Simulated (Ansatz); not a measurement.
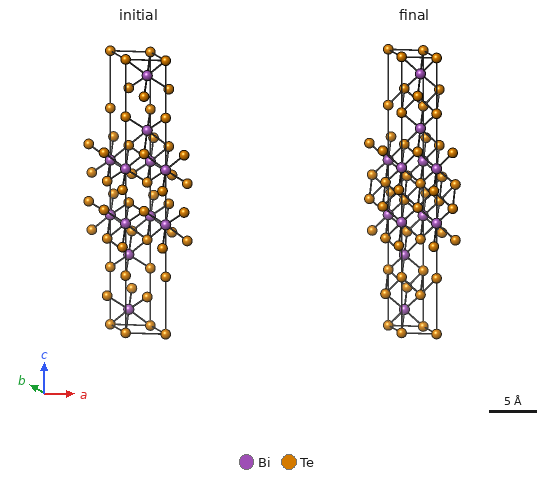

The structure of a crystal of Bi2Te3 (set up in R-3m) before (left) and after (right) a relaxation, at one scale.

The picture is a ball-and-stick view of the conventional cell (3 times the calculation's cell), seen slightly off an axis. Lengths and directions refer to the drawn axes.

The run lets cell and atoms move.

Computed with Kohn-Sham DFT of a periodic cell, PBE, Ansatz PAW in Ansatz 0.2.0.

The input:
```yaml
crystal:
  lattice:
    - [2.193, 1.2661291403, 10.1656666667]
    - [-2.193, 1.2661291403, 10.1656666667]
    - [0.0, -2.5322582807, 10.1656666667]
  atoms:
    - { symbol: Bi, position: [0.6, 0.6, 0.6] }
    - { symbol: Bi, position: [0.4, 0.4, 0.4] }
    - { symbol: Te, position: [0.7905, 0.7905, 0.7905] }
    - { symbol: Te, position: [0.2095, 0.2095, 0.2095] }
    - { symbol: Te, position: [0.0, 0.0, 0.0] }
hamiltonian:
  xc: pbe
  pseudopotentials: { kind: paw }
kpoints:
  mp_grid: { grid: [7, 7, 7] }
scf:
  occupations: { method: fermi_dirac, width: 0.05 }
output:
  forces: true
  stress: true
  eigenvalues: true
  write_density: true
  write_potential: true
  elf: true
  volumetric_format: npy
relax:
  f_tol: 0.01
  max_steps: 40
  cell: { stress_tol: 0.05, p_target: 20.0 }
```

Run as
```bash
ansatz run input.yaml --threads 2 --pin off --max-ram 5632MiB --backend cpu --events-out ev --progress --plain --runs-dir out
```

Summarise the run.

The largest moves relative to the cell, 0.23 Å, are those of Te atoms. Largest moves by element: Te 0.23 Å, Bi 0.04 Å. Cell: a = b 4.386 → 3.826 Å (−12.8 %), c 30.497 → 30.782 Å (+0.9 %). Volume −23.2 %. Near-neighbour distances that change, for instance: Te–Te 3.638 → 3.098 Å, Bi–Te 3.247 → 3.041 Å, Bi–Te 3.074 → 2.950 Å. Bond angles that change, for instance: Te–Bi–Te 91.0° → 80.9°, Bi–Te–Bi 91.0° → 80.9°, Te–Bi–Te 91.9° → 100.6°. The space group stays R-3m (No. 166). The energy rises by 492 meV per atom in 9 accepted moves (11 points after the start). With the target pressure of 20 GPa, the enthalpy E + pV changes by −488 meV per atom. Largest force component: 0.042 eV/Å at the start, 0.0016 eV/Å at the end. Pressure: 1.90 GPa at the start and 19.99 GPa at the end. The line search rejected the trial step at point 7 of the run. At 1 point the geometry stayed and the basis and grid were re-selected for the new cell (energy shift of 1.0 meV per atom at most each time).
